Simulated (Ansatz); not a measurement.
**Ti: geometry relaxation (part 1 of 2)**

Ti (P6/mmm, 3 atoms in the cell), computed with DFT, PBE, plane waves, PAW, spin-polarised (Ansatz 0.2.0).

The structure derives from a Materials Project entry. Some settings of this run were made unusual or wrong on purpose. Figures and captions count atoms from 1; the log counts them from 0 in places.

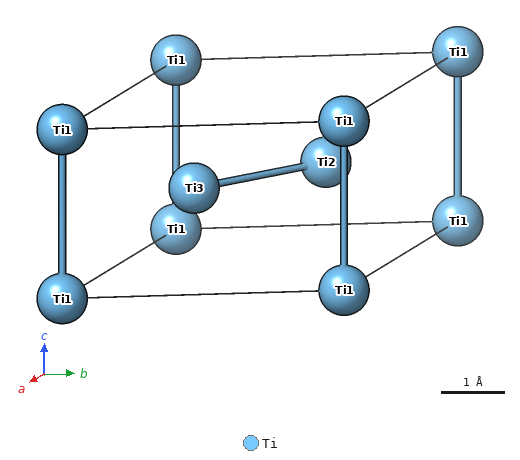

*The starting structure (ball-and-stick view of the cell of the calculation, seen slightly off an axis; atoms are numbered from 1 in the order of the input).*

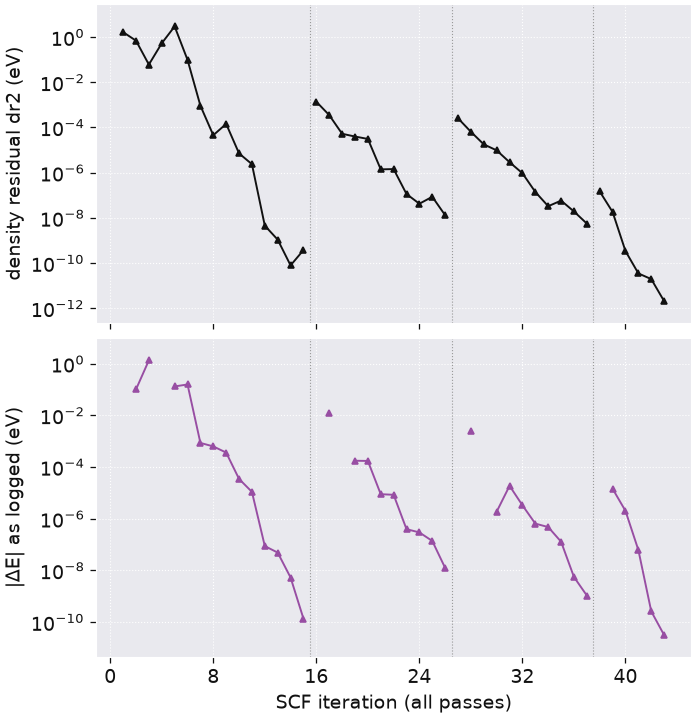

*Convergence of the self-consistent field: density residual dr2 and size of the energy change against the SCF iteration. The dotted lines part the SCF passes of the relaxation: geometry steps, rejected trials and re-solves on a re-selected basis.*

The passes take 15, 11, 11 and 6 iterations.

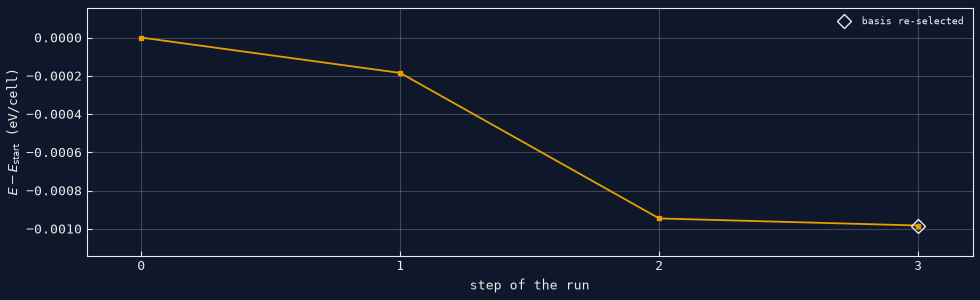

*Progress of the relaxation, step by step (the first geometry is step 0 here and step 1 in the log).*

Over 2 geometry steps the energy falls by 0.9 meV per cell of the calculation. All forces vanish by symmetry, so only the cell relaxes. Pressure: 0.83 GPa at the start and −0.01 GPa at the end. No atom moves by more than 0.005 Å relative to the cell. A last SCF at the same geometry on a re-selected plane-wave basis shifts the energy by next to nothing (0.0 meV per cell of the calculation).

The input that produced these results follows, with the program's output.

**Input file**
```yaml
crystal:
  lattice:
    - [4.5673748306, 0.0, 0.0]
    - [-2.2836874153, 3.9554626319, 0.0]
    - [0.0, 0.0, 2.82624427]
  atoms:
    - { symbol: Ti, position: [0.0, 0.0, 0.0] }
    - { symbol: Ti, position: [0.33333333, 0.66666667, 0.5] }
    - { symbol: Ti, position: [0.66666667, 0.33333333, 0.5] }
basis:
  ecutwfc: 420
kpoints:
  mp_grid: { grid: [12, 12, 14] }
hamiltonian:
  xc: pbe
scf:
  occupations: { method: gaussian, width: 0.1 }
  max_iter: 75
output:
  forces: true
  eigenvalues: true
  stress: true
relax:
  adjacent_minimum: "off"
  f_tol: 0.005
  max_steps: 80
  cell: { stress_tol: 0.05 }
magnetization:
  spin_polarized: true
  initial_magnetization: 40
```

Launch command:
```bash
ansatz run input.yaml --threads 4 --pin off --max-ram 8192MiB --backend cpu --events-out ev --progress --plain --runs-dir out
```

**Output**
```
Warning: where an SCF of this run starts from atoms to list the orders of its open shells, Ti (sites 0, 1, 2, from 0) starts with 2.00 μB on its 3d shell, in the place of the 13.33 μB that the deck gives it: its open shells can hold no more by Hund's first rule. To start from spheres of the given moment, type scf.initial_density.shell_occupations: []
The last accepted step is kept in [file] (removed where the run ends without a failure and the disk answers)
Engine: ansatz 0.2.0, x86_64-unknown-linux-gnu
Pseudopotentials: kind: paw
Pseudopotential: Ti, paw, valence charge 12, recommended cutoff 420 eV (normal), Ti.paw.azcp
Functional definition: PBE
  parameter kappa = 0.804
  parameter beta = 0.06672455060314922
  exchange = pbe_x(kappa = kappa, mu = beta*pi^2/3)
  correlation = pbe_c(beta = beta)
Crystal: 3 atoms, lattice volume = 51.059 Å³
Basis set: ecut = 420 eV, 975 PW (Γ), exchange–correlation on 64×64×40 points (8 copies of the dense FFT grid, shifted against one another)
Bands: 46, of which v1, the nominal top of the filled ones, is band 18 counted from 1 (17 counted from 0)
Symmetry: 24 space group operations
Space group: P6/mmm (ITA 191), of the structure as read, at distance tolerance 3.7e-5 Å
Magnetic group: BNS 191.233 (UNI 1463), of the structure as read, at distance tolerance 3.7e-5 Å
k-points: 152 of 2016
Non-local potential: Ti, projectors of the file, l = 0: 3, l = 1: 2, l = 2: 3, l = 3: 1
PAW form: soft (Blöchl's): semilocal exchange-correlation on the pseudo side does not see the compensation charge
PAW one-centre angular grid: Ti, 590 points (default); XC on 64 Gauss nodes
Initial density: superposition of atomic densities (chi_scale 0.1, normalization cell)
Starting moments: Σ|m| = 40 μB on 3 of 3 sites
Initial wavefunctions: pseudopotential atomic-orbital guess
Functional: x = pbe(κ = 0.804, μ = 0.2195149727645171), c = pbe(β = 0.06672455060314922)
SCF iter   1: F=—  HF=-7497.078806 eV  |F-HF|=—  |Δ(HF+E_count)|=         —  Δρ=8.39e-2 (↑8.39e-2 ↓3.84e-2)  dr2=1.63e0  dr2_m=1.65e0  M=3.492 μB ∫|m|=3.492 μB  β_m=0.30  ethr=3.10e-3  ⟨swp⟩=8.4  Hψ=65063  notcnv=0  defer=176
Mixer restart at iter 1: flushing history
preconditioner: auto → none  [metal: Δε(μ)=0.003 eV  Ē_g=12.862 eV  σ=0.100 eV  W_gap=0.01  n_scr=8 (ndim 8)  ℏωp=18.0 eV  f_vac=0.000  D(μ)=4.90/eV (n_scr^D=56)  sad-step TF]
SCF iter   2: F=—  HF=-7497.178461 eV  |F-HF|=—  |Δ(HF+E_count)|=   9.97e-2  Δρ=6.04e-2 (↑6.04e-2 ↓3.37e-2)  dr2=6.85e-1  dr2_m=9.83e-1  M=3.157 μB ∫|m|=3.157 μB  β_m=0.65  ethr=3.10e-3  ⟨swp⟩=2.0  Hψ=22632  notcnv=0  defer=2058
SCF iter   3: F=—  HF=-7498.512263 eV  |F-HF|=—  |Δ(HF+E_count)|=    1.33e0  Δρ=2.06e-2 (↑2.06e-2 ↓1.68e-2)  dr2=6.00e-2  dr2_m=1.55e-1  M=1.611 μB ∫|m|=1.612 μB  β_m=0.76  ethr=1.90e-3  ⟨swp⟩=2.2  Hψ=20862  notcnv=0  defer=2103
SCF iter   4: F=—  HF=-7499.046504 eV  |F-HF|=—  |Δ(HF+E_count)|=         —  Δρ=2.22e-2 (↑2.22e-2 ↓1.76e-2)  dr2=5.25e-1  dr2_m=1.24e-1  M=0.234 μB ∫|m|=0.324 μB  β_m=0.76  ethr=1.67e-4  ⟨swp⟩=2.0  Hψ=26463  notcnv=0  defer=2120
Mixer restart at iter 4: flushing history
SCF iter   5: F=—  HF=-7499.176136 eV  |F-HF|=—  |Δ(HF+E_count)|=   1.30e-1  Δρ=2.82e-2 (↑2.82e-2 ↓2.72e-2)  dr2=2.93e0  dr2_m=1.57e-2  M=0.130 μB ∫|m|=0.226 μB  β_m=0.40  ethr=1.67e-4  ⟨swp⟩=3.0  Hψ=29780  notcnv=0  defer=2124  recentre
SCF iter   6: F=—  HF=-7499.020817 eV  |F-HF|=—  |Δ(HF+E_count)|=   1.55e-1  Δρ=1.10e-2 (↑1.10e-2 ↓9.88e-3)  dr2=9.72e-2  dr2_m=3.95e-2  M=0.158 μB ∫|m|=0.252 μB  β_m=0.59  ethr=1.67e-4  ⟨swp⟩=3.0  Hψ=29462  notcnv=0  defer=2126
SCF iter   7: F=—  HF=-7499.021663 eV  |F-HF|=—  |Δ(HF+E_count)|=   8.46e-4  Δρ=1.74e-3 (↑1.74e-3 ↓9.74e-4)  dr2=9.06e-4  dr2_m=8.01e-4  M=0.037 μB ∫|m|=0.148 μB  β_m=0.62  ethr=1.67e-4  ⟨swp⟩=2.5  Hψ=24186  notcnv=0  defer=2125
SCF iter   8: F=—  HF=-7499.022284 eV  |F-HF|=—  |Δ(HF+E_count)|=   6.21e-4  Δρ=9.12e-4 (↑8.99e-4 ↓9.12e-4)  dr2=4.48e-5  dr2_m=3.71e-4  M=0.018 μB ∫|m|=0.112 μB  β_m=0.81  ethr=2.52e-6  ⟨swp⟩=2.3  Hψ=17762  notcnv=0  defer=2125
SCF iter   9: F=—  HF=-7499.022642 eV  |F-HF|=—  |Δ(HF+E_count)|=   3.58e-4  Δρ=5.72e-4 (↑2.64e-4 ↓5.72e-4)  dr2=1.42e-4  dr2_m=6.64e-5  M=-0.005 μB ∫|m|=0.036 μB  β_m=0.91  ethr=1.24e-7  ⟨swp⟩=2.0  Hψ=19614  notcnv=0  defer=2125
SCF iter  10: F=—  HF=-7499.022677 eV  |F-HF|=—  |Δ(HF+E_count)|=   3.42e-5  Δρ=1.44e-4 (↑1.44e-4 ↓1.30e-4)  dr2=7.02e-6  dr2_m=7.38e-6  M=-0.003 μB ∫|m|=0.007 μB  β_m=0.94  ethr=1.24e-7  ⟨swp⟩=2.0  Hψ=19520  notcnv=0  defer=2125
SCF iter  11: F=—  HF=-7499.022687 eV  |F-HF|=—  |Δ(HF+E_count)|=   1.08e-5  Δρ=5.04e-5 (↑4.25e-5 ↓5.04e-5)  dr2=2.34e-6  dr2_m=5.40e-7  M=-0.001 μB ∫|m|=0.002 μB  β_m=0.83  ethr=1.95e-8  ⟨swp⟩=2.0  Hψ=19509  notcnv=0  defer=2125
SCF iter  12: F=—  HF=-7499.022687 eV  |F-HF|=—  |Δ(HF+E_count)|=   8.62e-8  Δρ=7.70e-6 (↑7.70e-6 ↓6.13e-6)  dr2=4.45e-9  dr2_m=2.14e-8  M=0.000 μB ∫|m|=0.001 μB  β_m=0.92  ethr=6.50e-9  ⟨swp⟩=2.0  Hψ=18221  notcnv=0  defer=2125
SCF iter  13: F=—  HF=-7499.022688 eV  |F-HF|=—  |Δ(HF+E_count)|=   4.82e-8  Δρ=1.96e-6 (↑1.96e-6 ↓1.77e-6)  dr2=1.07e-9  dr2_m=1.52e-9  M=0.000 μB ∫|m|=0.000 μB  β_m=0.96  ethr=1.24e-11  ⟨swp⟩=2.0  Hψ=19616  notcnv=0  defer=2125
SCF iter  14: F=—  HF=-7499.022688 eV  |F-HF|=—  |Δ(HF+E_count)|=   5.23e-9  Δρ=4.00e-7 (↑3.83e-7 ↓4.00e-7)  dr2=7.78e-11  dr2_m=4.84e-11  M=-0.000 μB ∫|m|=0.000 μB  β_m=0.95  ethr=2.96e-12  ⟨swp⟩=2.0  Hψ=18637  notcnv=0  defer=2125
SCF iter  15: F=-7499.022688 eV  HF=-7499.022688 eV  |F-HF|=3.43e-10  |Δ(HF+E_count)|=  1.34e-10  Δρ=3.20e-7 (↑3.20e-7 ↓2.98e-7)  dr2=3.68e-10  dr2_m=1.86e-12  M=-0.000 μB ∫|m|=0.000 μB  ethr=1.00e-12  ⟨swp⟩=6.0  Hψ=49681  notcnv=0
WARN: the starting moments were not kept: the SCF closed with an absolute magnetisation of 2.9e-6 μB, where they sum to 40 μB in size (3 sites). That is at most 0.1 of that sum. Measured as dr2_m measures the in/out step, that magnetisation stands 7.5e-13 eV from none, at or under the dr2_threshold of 1.0e-7 eV: it is no larger than a step whose dr2_m would equal this threshold. The system may hold no moment; this SCF shows only that its start led to no more than that. To try another start: raise the starting moments (crystal.atoms[].spin, magnetization.per_species, magnetization.initial_magnetization, or on a non-collinear deck that types none of these the spinor_matrix: blocks that start its atoms; where the total moment is fixed, keep their sum and leave initial_magnetization as it is; typed ones take the place of any that the run laid by itself, positive ones on a crystal's lanthanoids without a Hubbard term where scf.initial_density.shell_occupations: [] is typed) or, if the notice of its spin-set hold's release reads "site moments contracting" or "site moments show no strong build", lengthen the hold (scf.mixing.spin_hold: { on: { confirm: 4 } }; for m-r²SCAN on two components see the key's manual first). Each may lead to a state that holds a moment. A second SCF, from the converged charge density, with the starting moments and any scf.initial_density.shell_occupations laid on it anew, would have followed, and was not run: the deck does not ask for one (magnetization.retry_lost_moments is false, the default). To let it run, set magnetization.retry_lost_moments: true and run the deck again, where that key's refused combinations let it; where memory then withholds it, that run's warning says so.
SCF 1 converged in 15 iterations: F = -7499.022688 eV  dr2 = 3.68e-10
  greatest PAW one-centre occupation: 0.999 electrons in one spin orbital (limit 2), on the Ti atom at site 0 (counted from 0), in its partial waves of l = 0
relax step   1: F+E_penalty+E_count = -7499.02268752 eV  Δ(F+E_penalty+E_count) = +0.000e0 eV  max|allowed force component| = 1.480e-16 eV/Å  Δτ_max = 0.0000 Å  P = +0.834 GPa  Ω = 51.059 Å³  (15 SCF iters, dr2 threshold 1.00e-7 eV, accepted)
Crystal: 3 atoms, lattice volume = 51.755 Å³
Basis set: ecut = 420 eV, 987 PW (Γ), exchange–correlation on 64×64×40 points (8 copies of the dense FFT grid, shifted against one another)
Initial density: handed on by an earlier stage of this run
Starting moments: Σ|m| = 40 μB on 3 of 3 sites; this step starts from the density that it was given
Initial wavefunctions: those handed on with the density
iter 1 solved again at ethr=3.41e-6 eV; its pass at ethr=3.10e-3 eV (dr2=1.23e-3 eV) is discarded
SCF iter   1: F=—  HF=-7499.005908 eV  |F-HF|=—  |Δ(HF+E_count)|=         —  Δρ=6.05e-3 (↑6.05e-3 ↓5.22e-3)  dr2=1.36e-3  dr2_m=1.49e-2  M=-0.164 μB ∫|m|=0.164 μB  β_m=0.65  ethr=3.41e-6  ⟨swp⟩=2.1  Hψ=60615  notcnv=0
preconditioner: auto → none  [metal: Δε(μ)=0.005 eV  Ē_g=12.341 eV  σ=0.100 eV  W_gap=0.03  n_scr=6 (ndim 8)  ℏωp=17.9 eV  f_vac=0.000  D(μ)=2.83/eV (n_scr^D=26)]
SCF iter   2: F=—  HF=-7499.017706 eV  |F-HF|=—  |Δ(HF+E_count)|=   1.18e-2  Δρ=3.45e-3 (↑3.04e-3 ↓3.45e-3)  dr2=3.48e-4  dr2_m=4.90e-3  M=-0.074 μB ∫|m|=0.074 μB  β_m=0.65  ethr=3.41e-6  ⟨swp⟩=2.0  Hψ=19948  notcnv=0
SCF iter   3: F=—  HF=-7499.022529 eV  |F-HF|=—  |Δ(HF+E_count)|=         —  Δρ=1.25e-3 (↑1.25e-3 ↓1.08e-3)  dr2=5.19e-5  dr2_m=6.18e-4  M=-0.021 μB ∫|m|=0.023 μB  β_m=0.65  ethr=9.66e-7  ⟨swp⟩=2.2  Hψ=18402  notcnv=0
Mixer restart at iter 3: flushing history
SCF iter   4: F=—  HF=-7499.022703 eV  |F-HF|=—  |Δ(HF+E_count)|=   1.73e-4  Δρ=6.41e-4 (↑4.51e-4 ↓6.41e-4)  dr2=3.91e-5  dr2_m=1.38e-4  M=-0.011 μB ∫|m|=0.016 μB  β_m=0.82  ethr=1.44e-7  ⟨swp⟩=2.2  Hψ=19123  notcnv=0
SCF iter   5: F=—  HF=-7499.022873 eV  |F-HF|=—  |Δ(HF+E_count)|=   1.70e-4  Δρ=2.31e-4 (↑2.31e-4 ↓1.44e-4)  dr2=3.07e-5  dr2_m=6.15e-6  M=-0.003 μB ∫|m|=0.010 μB  β_m=0.74  ethr=1.09e-7  ⟨swp⟩=2.0  Hψ=19563  notcnv=0
SCF iter   6: F=—  HF=-7499.022864 eV  |F-HF|=—  |Δ(HF+E_count)|=   8.77e-6  Δρ=6.52e-5 (↑5.65e-5 ↓6.52e-5)  dr2=1.38e-6  dr2_m=1.51e-6  M=-0.001 μB ∫|m|=0.007 μB  β_m=0.87  ethr=8.52e-8  ⟨swp⟩=2.4  Hψ=19163  notcnv=0
SCF iter   7: F=—  HF=-7499.022873 eV  |F-HF|=—  |Δ(HF+E_count)|=   8.33e-6  Δρ=4.45e-5 (↑4.45e-5 ↓1.19e-5)  dr2=1.42e-6  dr2_m=2.78e-7  M=-0.000 μB ∫|m|=0.003 μB  β_m=0.77  ethr=3.83e-9  ⟨swp⟩=2.0  Hψ=19231  notcnv=0
SCF iter   8: F=—  HF=-7499.022872 eV  |F-HF|=—  |Δ(HF+E_count)|=   3.89e-7  Δρ=1.89e-5 (↑1.46e-5 ↓1.89e-5)  dr2=1.12e-7  dr2_m=1.15e-7  M=0.000 μB ∫|m|=0.002 μB  β_m=0.88  ethr=3.83e-9  ⟨swp⟩=2.0  Hψ=19387  notcnv=0
SCF iter   9: F=—  HF=-7499.022872 eV  |F-HF|=—  |Δ(HF+E_count)|=   2.91e-7  Δρ=8.41e-6 (↑7.84e-6 ↓8.41e-6)  dr2=4.16e-8  dr2_m=2.28e-8  M=0.000 μB ∫|m|=0.001 μB  β_m=0.94  ethr=3.11e-10  ⟨swp⟩=2.0  Hψ=18961  notcnv=0
iter 10 did not close the SCF: its close was put off for a magnetic moment that had not settled (scf_convergence_deferred on its scf_iter line)
SCF iter  10: F=-7499.022872 eV  HF=-7499.022873 eV  |F-HF|=7.49e-8  |Δ(HF+E_count)|=   1.36e-7  Δρ=5.61e-6 (↑5.61e-6 ↓5.11e-6)  dr2=8.45e-8  dr2_m=1.76e-10  M=-0.000 μB ∫|m|=0.000 μB  β_m=0.85  ethr=1.16e-10  ⟨swp⟩=1.0  Hψ=34762  notcnv=0
SCF iter  11: F=-7499.022873 eV  HF=-7499.022873 eV  |F-HF|=1.09e-8  |Δ(HF+E_count)|=   1.23e-8  Δρ=2.06e-6 (↑2.06e-6 ↓1.94e-6)  dr2=1.29e-8  dr2_m=1.01e-10  M=-0.000 μB ∫|m|=0.000 μB  ethr=1.16e-10  ⟨swp⟩=1.5  Hψ=29372  notcnv=0
the starting moments were not kept: the SCF closed with an absolute magnetisation of 2.6e-5 μB, where they sum to 40 μB in size (3 sites). That is at most 0.1 of that sum. Measured as dr2_m measures the in/out step, that magnetisation stands 8.2e-11 eV from none, at or under the dr2_threshold of 3.0e-7 eV: it is no larger than a step whose dr2_m would equal this threshold.
SCF 2 converged in 11 iterations: F = -7499.022873 eV  dr2 = 1.29e-8
```
